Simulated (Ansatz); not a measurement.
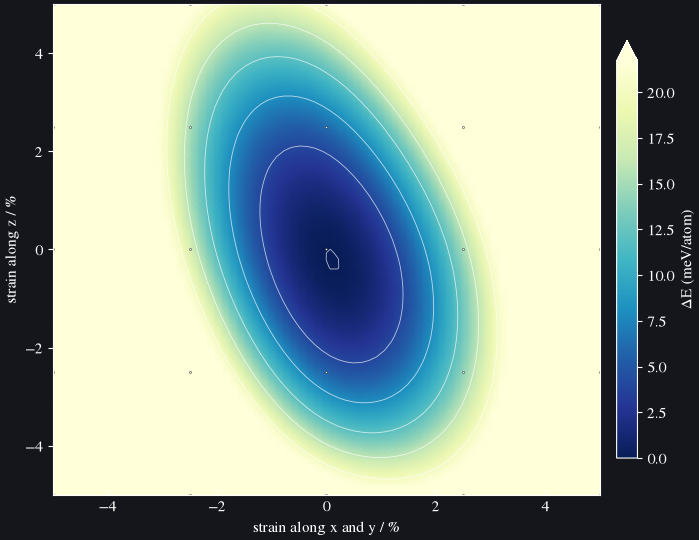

Si (Fmmm, No. 69; 8 atoms in the cell). The cell is strained homogeneously, by one strain along x and y and another along z, with fractional coordinates fixed (x along [0 0 −1], z along [0 1 0] of the conventional cell). Coordinates scanned: (1) strain along x and y; (2) strain along z. Grid: 5 × 5 points. Points are written as (first, second). Energies are in meV/atom, from the lowest grid point. The calculation used DFT LDA, scalar-relativistic, plane waves, PAW (Ansatz). Settings: cutoff 420 eV, k-mesh 10×10×8 in the order of the run's cell vectors, gaussian smearing 0.15 eV, no spin polarisation.

The picture shows a smooth colour map with a few white contour lines, dots at the grid points, one colour for all values above the top of the scale. Between grid points the surface is interpolated.

> Estimate the clamped-ion elastic constants that this map fixes.

With the cell volume of 118.1 Å³, the curvatures of the interpolated surface at its minimum give C₁₁ + C₂₂ + 2C₁₂ ≈ 570 GPa, C₃₃ ≈ 210 GPa and C₁₃ + C₂₃ ≈ 133 GPa (clamped ions, Cartesian axes of the cell). A stretch of 1 % along z with free sides (kept equal in x and y) would change the in-plane lengths by about −0.23 %.
